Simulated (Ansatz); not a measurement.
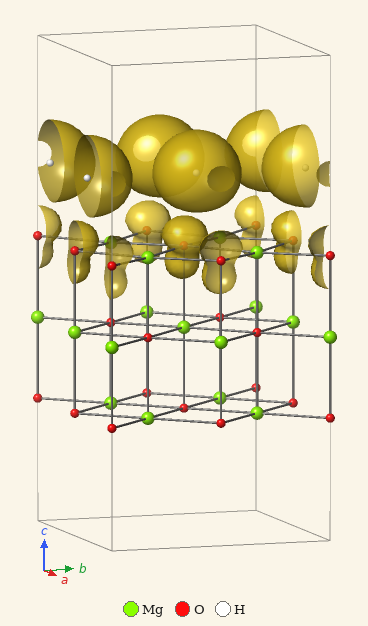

Mg3HO3 (slab). Isosurfaces of the spin density (up minus down) at +0.03 (yellow) and −0.03 e/Å³ (cyan), seen slightly off an axis. Sticks mark near contacts.

A point of a scan over the structure, not its minimum; not relaxed (largest force 0.6 eV/Å); PAW files of the earlier set (soft_1); spin-polarised.

Method: Ansatz 0.2.0, DFT PBEsol, scalar-relativistic, plane waves, PAW.

In a PAW calculation such maps are meaningful between the atoms, not at the nuclei.

Describe the spin distribution.

The spin density sits on H: +0.6 μB in one cell of 7 atoms, with smaller moments on other sites: O (up to +0.13 μB): a single local moment. The cell of the calculation (7 atoms) carries 1.0 μB of net spin moment. Only one sign reaches the isovalue.
